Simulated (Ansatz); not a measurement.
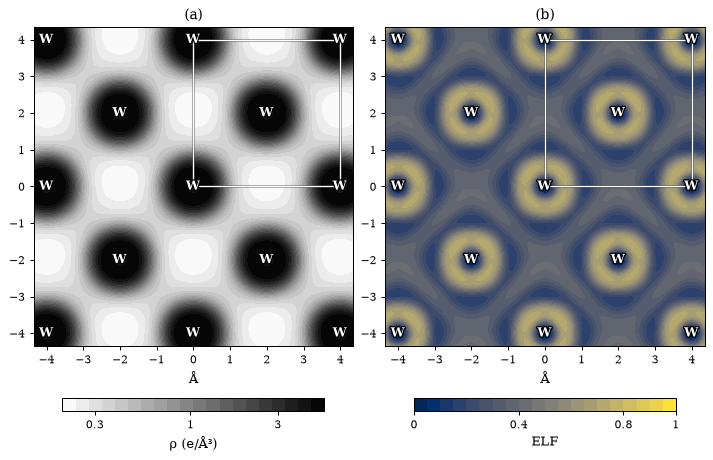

The picture shows: W. (a) valence electron density; (b) ELF on the (001) plane of the conventional cell.

Space group Cmcm; not relaxed (largest force 0.7 eV/Å).

Theory: Ansatz 0.2.0, DFT PBEsol, scalar-relativistic, plane waves, PAW.

Core electrons are frozen (PAW), and the valence fields are smoothed inside the atomic spheres.

```
W
1.0
     0.00000   -3.99799    0.00000
     0.00000    0.00000   -3.99799
     3.99799    0.00000    0.00000
W
4
Direct
  0.50000 0.22749 0.25000
  0.00000 0.72749 0.25000
  0.00000 0.27251 0.75000
  0.50000 0.77251 0.75000
```

Interpret the plot.

- The section cuts through W sites.
- W–W (2.83 Å): ρ at the midpoint is about 0.37 e/Å³; the ELF is about 0.35 at the midpoint.
- Between the atoms the lowest density in this plane is 0.2 e/Å³.
- The features right at W lie inside the PAW spheres, where the map follows smoothed inner orbitals and isn't to be read closely.

Metal or insulator at this level of theory?

It is metallic or semimetallic at this level of theory: no gap opens.
